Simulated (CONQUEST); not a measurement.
**Run report: Pb, geometry relaxation (part 2 of 2)**

Continued. System: Pb (Im-3m, 2 atoms in the cell). Method: Kohn-Sham DFT of a periodic cell, PBEsol, PseudoDojo NC PBEsol (CONQUEST 1.3); 4×4×4 k-mesh, fermi-dirac of 0.1 eV. The structure derives from a Materials Project entry. The run did not end well.

Geometry of the input (Å; fractional positions):
```
3.9593  0.0000  0.0000
0.0000  3.9593  0.0000
0.0000  0.0000  3.9593
Pb 0.0000  0.0000  0.0000
Pb 0.5000  0.5000  0.5000
```

Output, continued:
```
      PulayMixSC: Starting Pulay mixing, A_up =  0.500 A_dn =  0.500
      PulayMixSC: Spin non-polarised calculation.
          Harris-Foulkes Energy            :      -140.482023440830858 Ha
          Free Energy (E-TS)               :      -140.485223561635507 Ha
      PulayMixSC: Pulay iteration     1 residual:              0.12330E-05
          Harris-Foulkes Energy            :      -140.482023557786249 Ha
          Free Energy (E-TS)               :      -140.485223687956989 Ha
      PulayMixSC: Pulay iteration     2 residual:              0.42254E-06
      PulayMixSC: Reached SCF tolerance of  0.42254E-06 after      2 iterations
      | Number of electrons      =        28.000023
      | GS Energy as E-(1/2)TS   =      -140.483623622871619 Ha
      | Free Energy as E-TS      =      -140.485223687956989 Ha
      |* Harris-Foulkes energy   =      -140.482023557786249 Ha
      |* DFT total energy        =      -140.482023556127473 Ha
      get_E_and_F: Change in energy during last step of electronic optimisation: -0.11696E-06
      PulayMixSC: Starting Pulay mixing, A_up =  0.500 A_dn =  0.500
      PulayMixSC: Spin non-polarised calculation.
          Harris-Foulkes Energy            :      -140.482023574581433 Ha
          Free Energy (E-TS)               :      -140.485223697754464 Ha
      PulayMixSC: Pulay iteration     1 residual:              0.71455E-06
      PulayMixSC: reached SCF residual of  0.71455E-06 after      1 iterations
      | Number of electrons      =        28.000000
      | GS Energy as E-(1/2)TS   =      -140.483623636167948 Ha
      | Free Energy as E-TS      =      -140.485223697754464 Ha
      |* Harris-Foulkes energy   =      -140.482023574581433 Ha
      |* DFT total energy        =      -140.482023569867977 Ha
      get_E_and_F: Change in energy during last step of electronic optimisation: -0.16795E-07
      PulayMixSC: Starting Pulay mixing, A_up =  0.500 A_dn =  0.500
      PulayMixSC: Spin non-polarised calculation.
          Harris-Foulkes Energy            :      -140.482023678574876 Ha
          Free Energy (E-TS)               :      -140.485223801838316 Ha
      PulayMixSC: Pulay iteration     1 residual:              0.11865E-05
          Harris-Foulkes Energy            :      -140.482023431099037 Ha
          Free Energy (E-TS)               :      -140.485223560394644 Ha
      PulayMixSC: Pulay iteration     2 residual:              0.40645E-06
      PulayMixSC: Reached SCF tolerance of  0.40645E-06 after      2 iterations
      | Number of electrons      =        28.000024
      | GS Energy as E-(1/2)TS   =      -140.483623495746855 Ha
      | Free Energy as E-TS      =      -140.485223560394644 Ha
      |* Harris-Foulkes energy   =      -140.482023431099037 Ha
      |* DFT total energy        =      -140.482023429562446 Ha
      get_E_and_F: Change in energy during last step of electronic optimisation:  0.24748E-06

WARNING: Electronic structure dE is similar to atom movement dE; increase tolerance      0.000000247476      0.000000416741

      PulayMixSC: Starting Pulay mixing, A_up =  0.500 A_dn =  0.500
      PulayMixSC: Spin non-polarised calculation.
          Harris-Foulkes Energy            :      -140.482023666373379 Ha
          Free Energy (E-TS)               :      -140.485223790555580 Ha
      PulayMixSC: Pulay iteration     1 residual:              0.68810E-06
      PulayMixSC: reached SCF residual of  0.68810E-06 after      1 iterations
      | Number of electrons      =        28.000000
      | GS Energy as E-(1/2)TS   =      -140.483623728464494 Ha
      | Free Energy as E-TS      =      -140.485223790555580 Ha
      |* Harris-Foulkes energy   =      -140.482023666373379 Ha
      |* DFT total energy        =      -140.482023662005929 Ha
      get_E_and_F: Change in energy during last step of electronic optimisation: -0.23527E-06

WARNING: Electronic structure dE is similar to atom movement dE; increase tolerance     -0.000000235274      0.000000181491

      safemin_full: unable to find step size after  1 iterations.  Check Conquest_warnings.
  Error in process    1
  Step too small: safemin_full failed!

MPI_ABORT
```

File coords.dat:
```
    3.9593191330     0.0000000000     0.0000000000
    0.0000000000     3.9593191330     0.0000000000
    0.0000000000     0.0000000000     3.9593191330
2
  0.0000000000   0.0000000000   0.0000000000 1 T T T
  1.9796595665   1.9796595665   1.9796595665 1 T T T
```

Trajectory as extended XYZ (Å, eV, eV/Å), 14 frames, from step=0 to step=13:
```
2
Lattice="3.9593 0.0000 0.0000 0.0000 3.9593 0.0000 0.0000 0.0000 3.9593" Properties=species:S:1:pos:R:3:forces:R:3 step=0 energy=-3822.69082
Pb    0.0000    0.0000    0.0000    0.0000   0.0000   0.0000
Pb    1.9797    1.9797    1.9797    0.0000   0.0000   0.0000
2
Lattice="4.0007 0.0000 0.0000 0.0000 4.0007 0.0000 0.0000 0.0000 4.0007" Properties=species:S:1:pos:R:3:forces:R:3 step=1 energy=-3822.71124
Pb    0.0000    0.0000    0.0000    0.0000   0.0000   0.0000
Pb    2.0004    2.0004    2.0004    0.0000   0.0000   0.0000
2
Lattice="4.0007 0.0000 0.0000 0.0000 4.0007 0.0000 0.0000 0.0000 4.0007" Properties=species:S:1:pos:R:3:forces:R:3 step=2 energy=-3822.71124
Pb    0.0000    0.0000    0.0000    0.0000   0.0000   0.0000
Pb    2.0004    2.0004    2.0004    0.0000   0.0000   0.0000
2
Lattice="4.0007 0.0000 0.0000 0.0000 4.0007 0.0000 0.0000 0.0000 4.0007" Properties=species:S:1:pos:R:3:forces:R:3 step=3 energy=-3822.71122
Pb    0.0000    0.0000    0.0000    0.0000   0.0000   0.0000
Pb    2.0004    2.0004    2.0004    0.0000   0.0000   0.0000
2
Lattice="4.0005 0.0000 0.0000 0.0000 4.0005 0.0000 0.0000 0.0000 4.0005" Properties=species:S:1:pos:R:3:forces:R:3 step=4 energy=-3822.71117
Pb    0.0000    0.0000    0.0000    0.0000   0.0000   0.0000
Pb    2.0002    2.0002    2.0002    0.0000   0.0000   0.0000
2
Lattice="4.0005 0.0000 0.0000 0.0000 4.0005 0.0000 0.0000 0.0000 4.0005" Properties=species:S:1:pos:R:3:forces:R:3 step=5 energy=-3822.71116
Pb    0.0000    0.0000    0.0000    0.0000   0.0000   0.0000
Pb    2.0002    2.0002    2.0002    0.0000   0.0000   0.0000
2
Lattice="3.9994 0.0000 0.0000 0.0000 3.9994 0.0000 0.0000 0.0000 3.9994" Properties=species:S:1:pos:R:3:forces:R:3 step=6 energy=-3822.71083
Pb    0.0000    0.0000    0.0000    0.0000   0.0000   0.0000
Pb    1.9997    1.9997    1.9997    0.0000   0.0000   0.0000
2
Lattice="3.9993 0.0000 0.0000 0.0000 3.9993 0.0000 0.0000 0.0000 3.9993" Properties=species:S:1:pos:R:3:forces:R:3 step=7 energy=-3822.71079
Pb    0.0000    0.0000    0.0000    0.0000   0.0000   0.0000
Pb    1.9996    1.9996    1.9996    0.0000   0.0000   0.0000
2
Lattice="3.9992 0.0000 0.0000 0.0000 3.9992 0.0000 0.0000 0.0000 3.9992" Properties=species:S:1:pos:R:3:forces:R:3 step=8 energy=-3822.71078
Pb    0.0000    0.0000    0.0000    0.0000   0.0000   0.0000
Pb    1.9996    1.9996    1.9996    0.0000   0.0000   0.0000
2
Lattice="3.9990 0.0000 0.0000 0.0000 3.9990 0.0000 0.0000 0.0000 3.9990" Properties=species:S:1:pos:R:3:forces:R:3 step=9 energy=-3822.71070
Pb    0.0000    0.0000    0.0000    0.0000   0.0000   0.0000
Pb    1.9995    1.9995    1.9995    0.0000   0.0000   0.0000
2
Lattice="3.9990 0.0000 0.0000 0.0000 3.9990 0.0000 0.0000 0.0000 3.9990" Properties=species:S:1:pos:R:3:forces:R:3 step=10 energy=-3822.71070
Pb    0.0000    0.0000    0.0000    0.0000   0.0000   0.0000
Pb    1.9995    1.9995    1.9995    0.0000   0.0000   0.0000
2
Lattice="3.9989 0.0000 0.0000 0.0000 3.9989 0.0000 0.0000 0.0000 3.9989" Properties=species:S:1:pos:R:3:forces:R:3 step=11 energy=-3822.71069
Pb    0.0000    0.0000    0.0000    0.0000   0.0000   0.0000
Pb    1.9995    1.9995    1.9995    0.0000   0.0000   0.0000
2
Lattice="3.9988 0.0000 0.0000 0.0000 3.9988 0.0000 0.0000 0.0000 3.9988" Properties=species:S:1:pos:R:3:forces:R:3 step=12 energy=-3822.71066
Pb    0.0000    0.0000    0.0000    0.0000   0.0000   0.0000
Pb    1.9994    1.9994    1.9994    0.0000   0.0000   0.0000
2
Lattice="3.9987 0.0000 0.0000 0.0000 3.9987 0.0000 0.0000 0.0000 3.9987" Properties=species:S:1:pos:R:3:forces:R:3 step=13 energy=-3822.71061
Pb    0.0000    0.0000    0.0000    0.0000   0.0000   0.0000
Pb    1.9993    1.9993    1.9993    0.0000   0.0000   0.0000
```

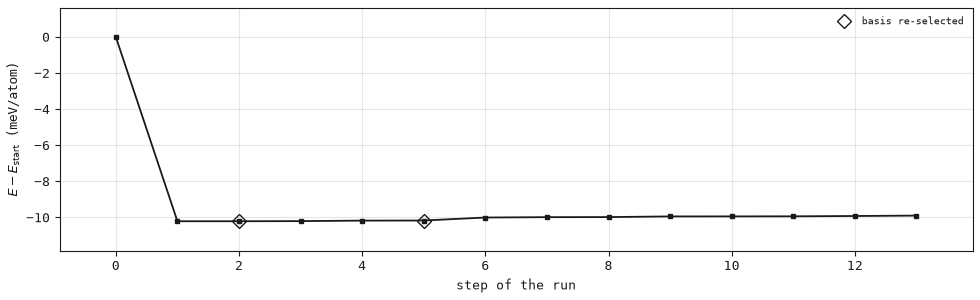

**Figure 1.** Progress of the relaxation, step by step (steps are counted from 0).

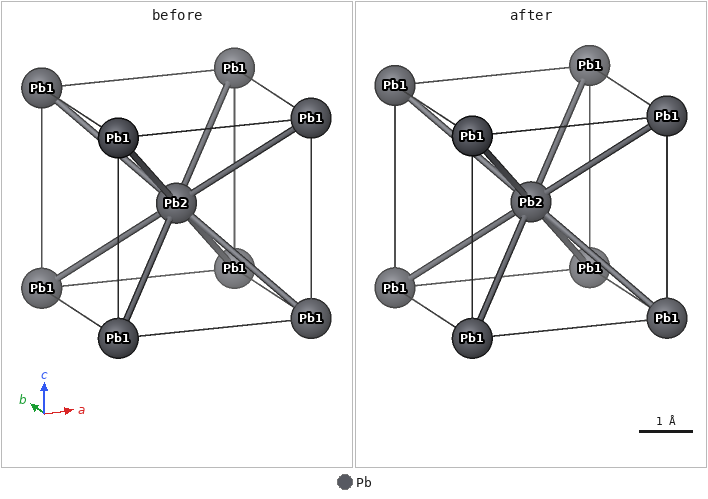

**Figure 2.** Before (left) and after (right) the relaxation, at one scale (ball-and-stick view of the cell of the calculation, seen slightly off an axis). The run failed before the relaxation converged. Over 11 geometry steps the energy falls by 9.9 meV per atom. All forces vanish by symmetry, so only the cell relaxes. The basis was re-selected twice at an unchanged geometry, which shifts the energy a little without any move. No atom moves by more than 0.005 Å relative to the cell. Cell: a = b = c 3.959 → 3.999 Å (+1.0 %). Volume +3.0 %. Distances before and after: Pb1–Pb2 3.429 → 3.463 Å. The space group stays Im-3m (No. 229). The energy change given includes the shifts at the re-selections in mid-walk, which come without any move. (Atoms are counted from 1 in the order of the input.)

Outcome:

- outcome: ended with an error
- space group (tolerance 0.01 Å): Im-3m (229)
- final volume: 63.94 Å³
- final cell: a = 3.999 Å, b = 3.999 Å, c = 3.999 Å, α = 90.00°, β = 90.00°, γ = 90.00°
- wall time: 4.8 min
- peak memory: 0.25 GiB

Diagnosis:

The run ended with an error. Further notes kept with the run: Error: Step too small: safemin_full failed!; full_cg_run:: Maximum force below threshold; consider only optimising cell; safemin_full:: Electronic structure dE is similar to atom movement dE; increase tolerance -0.000010471227 0.000000103654; safemin_full:: Electronic structure dE is similar to atom movement dE; increase tolerance -0.000004802830 0.000000221549; safemin_full:: Electronic structure dE is similar to atom movement dE; increase tolerance -0.000002469815 0.000000212508. Points of doubt noted for this run: output prints bohr positions as angstrom; small atomic basis.
